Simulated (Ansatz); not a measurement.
Band edges of Cu2O (Pn-3m).

Input file:

```yaml
crystal:
  lattice:
    - [4.26, 0.0, 0.0]
    - [0.0, 4.26, 0.0]
    - [0.0, 0.0, 4.26]
  atoms:
    - { symbol: Cu, position: [0.25, 0.25, 0.25] }
    - { symbol: Cu, position: [0.25, 0.75, 0.75] }
    - { symbol: Cu, position: [0.75, 0.75, 0.25] }
    - { symbol: Cu, position: [0.75, 0.25, 0.75] }
    - { symbol: O, position: [0.0, 0.0, 0.0] }
    - { symbol: O, position: [0.5, 0.5, 0.5] }
basis:
  ecutwfc: 420
kpoints:
  mp_grid: { grid: [10, 10, 10] }
hamiltonian:
  xc: pbe
scf:
  occupations: { method: gaussian, width: 0.05 }
output:
  forces: true
  eigenvalues: true
  eigenstates:
    nscf_kmesh: { grid: [26, 26, 26] }
    top_band: c6
    de_dk: true
    localisation: true
  stress: true
checkpoint:
  write: ck
  compress: false
  write_wavefunctions: false
  write_every: 100000
```

Run with:

```sh
ansatz run input.yaml --threads 2 --pin off --max-ram 5120MiB --backend cpu --events-out ev --progress --plain --runs-dir out
```

Computed with Ansatz, DFT PBE, scalar-relativistic, plane waves, PAW; levels and slopes on a dense k mesh at the converged density. No spin polarisation. The levels come from a k mesh of 26×26×26 points. Cell and positions as given, without relaxation (residual pressure 3 GPa).

Masses come from a second pass at points close to the extrema; at the energies drawn a band may no longer be parabolic.

The gap is direct, 0.53 eV at this level of theory, which underestimates gaps and can reorder valleys that lie close.

Valence band: one maximum at Γ, three bands meeting there, with masses of 0.14 and 3.31 mₑ among them, each the same along x, y and z; one maximum at R, 0.57 eV below the edge, three bands meeting there. Band 44 forms the valence edge; band 43 meets it there and band 42 meets it there.
Conduction band: one minimum at Γ, mass 0.94 mₑ in all directions. Band 45 forms the conduction edge.

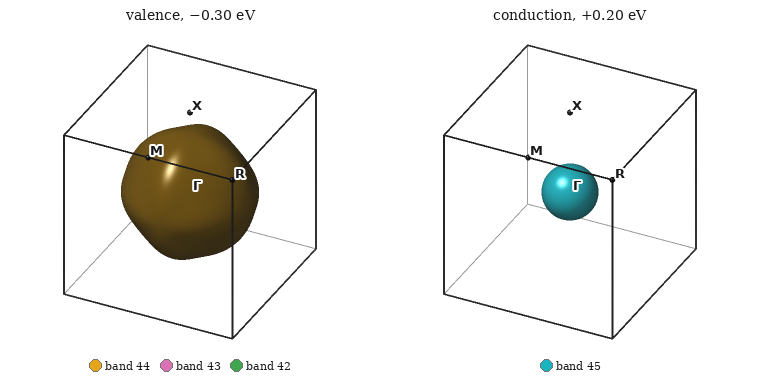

Constant-energy surfaces near the two band edges, measured from each edge.

Where one band's surface lies inside another's, the outer one hides all or part of it.

Spin-orbit coupling, left out here, can split bands that meet at an edge and change their masses.
